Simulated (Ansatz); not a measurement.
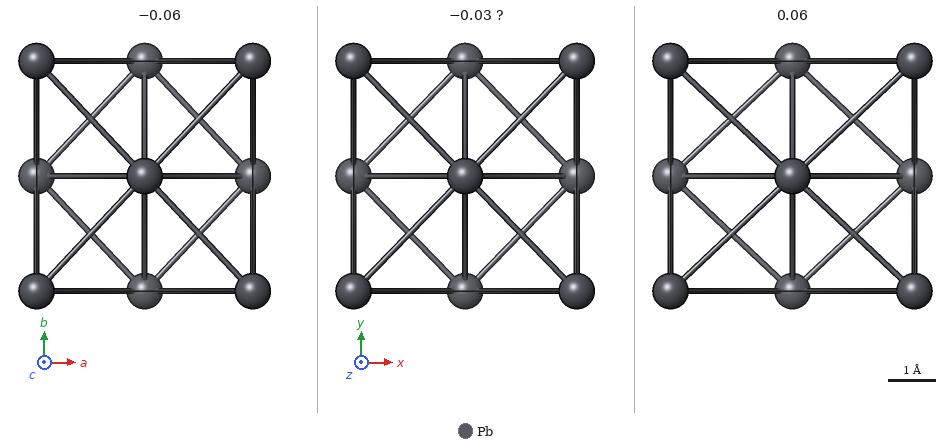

A scan of crystalline Pb (Fm-3m): the cell is strained along x alone, with the atoms kept at their fractional coordinates. x, y and z are the Cartesian axes of the input. The picture is a ball-and-stick view of the conventional cell (4 times the calculation's cell), seen along the c axis. Lengths and directions refer to the drawn axes.

Method: Ansatz, DFT PBEsol, scalar-relativistic, plane waves, PAW. Settings: plane-wave cutoff 420 eV; k-point mesh 16 × 16 × 16; occupations gaussian; smearing width 0.15 eV; no spin polarisation. Energies (free energies at the smearing named) are counted from the cell as listed in its source, which wasn't relaxed.

```
 strain  energy change (meV/atom)
−0.0600                      19.9
−0.0450                      10.6
−0.0300                         ?
−0.0150                       0.6
 0.0000                       0.0
 0.0150                       1.9
 0.0300                       6.0
 0.0450                      12.1
 0.0525                      15.8
 0.0600                      19.9
```

### Fill in the missing row.

A straight line between the two neighbours gives 5.6 meV/atom. A cubic through the four nearest rows (−0.0600, −0.0450, −0.0150, 0.0000) gives, with Lagrange weights, (−0.1667)(19.9) + (0.6667)(10.6) + (0.6667)(0.6) + (−0.1667)(0.0) = 4.1 meV/atom. The calculation gives 4.1 meV/atom, so the cubic is right to the digits shown and the straight line 1.5 meV/atom too high, as the curve bends upwards here.

The whole profile:

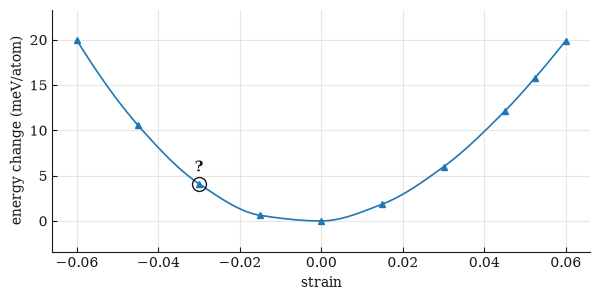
